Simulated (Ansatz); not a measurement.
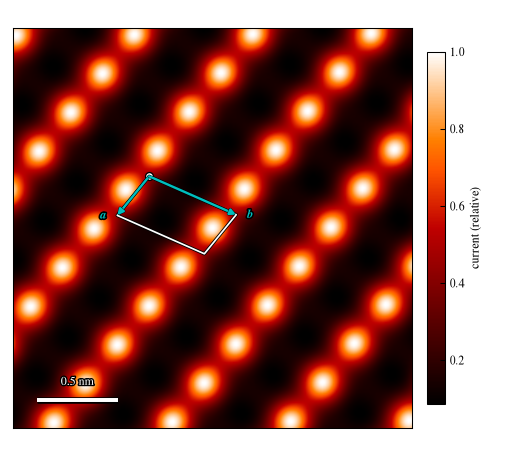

Constant-height image 3.0 Å above the topmost atom of AlN(101) (P6_3mc bulk, 5 atomic planes (those closer than 0.6 Å count as one), 11 Å, AlN-terminated), sample bias −0.50 V. The white outline is the surface cell of the coordinates below, with its origin (dot) on a lattice point and its vectors a and b marked.

Images follow the Tersoff–Hamann model: the current is the local density of the sample's states between the Fermi level and the bias, at the tip's centre. Bias windows are sharp sums over the levels of the k mesh.

Level of theory: DFT PBE, scalar-relativistic, plane waves, PAW in Ansatz. Cutoff 420 eV, 20 × 11 k-points, Gaussian smearing 0.05 eV, dipole correction. The slab is a cut without reconstruction beyond its cell, at the source's lattice constants, with its lower half held fixed and the rest relaxed. No spin polarisation. The run couldn't confirm all of its levels under its output density. The run warns that the functional's potential is rough in the thin density of the vacuum, where the tip is; weak contrasts and barriers may feel it.

```yaml
crystal:
  lattice:
    - [3.11100, 0.00000, 0.00000]
    - [-1.55550, 5.66032, 0.00000]
    - [0.00000, 0.00000, 28.78488]
  atoms:
    - { symbol: Al, position: [0.88216, 0.76432, 0.31266] }
    - { symbol: Al, position: [0.15104, 0.30208, 0.32638] }
    - { symbol: "N", position: [0.73327, 0.46654, 0.34436] }
    - { symbol: "N", position: [0.00215, 0.00430, 0.35807] }
    - { symbol: Al, position: [0.49544, 0.99088, 0.39498] }
    - { symbol: Al, position: [0.76432, 0.52864, 0.40870] }
    - { symbol: "N", position: [0.34655, 0.69310, 0.42667] }
    - { symbol: "N", position: [0.61543, 0.23086, 0.44039] }
    - { symbol: Al, position: [0.10872, 0.21743, 0.47729] }
    - { symbol: Al, position: [0.37707, 0.75414, 0.49298] }
    - { symbol: "N", position: [0.96140, 0.92279, 0.50871] }
    - { symbol: "N", position: [0.22849, 0.45698, 0.52244] }
    - { symbol: Al, position: [0.71905, 0.43812, 0.56127] }
    - { symbol: Al, position: [0.98911, 0.97825, 0.57544] }
    - { symbol: "N", position: [0.57189, 0.14379, 0.59162] }
    - { symbol: "N", position: [0.84143, 0.68297, 0.60480] }
    - { symbol: Al, position: [0.32772, 0.65557, 0.64326] }
    - { symbol: Al, position: [0.59597, 0.19204, 0.66141] }
    - { symbol: "N", position: [0.17781, 0.35572, 0.66718] }
    - { symbol: "N", position: [0.44598, 0.89253, 0.68688] }
```

The last single point took 4 min on 2 threads of Intel(R) Xeon(R) Platinum 8488C (Sapphire Rapids), with other jobs on the host, peak memory 2.4 GiB.

Question: Which atoms or sites appear bright, which dark, and how strong is the contrast?

Answer: The brightest spots lie over the top N atoms; the darkest points are over points 1.5 Å to the side of the N atoms 0.6 Å below the top plane. The brightest point carries 12 times the current of the darkest.
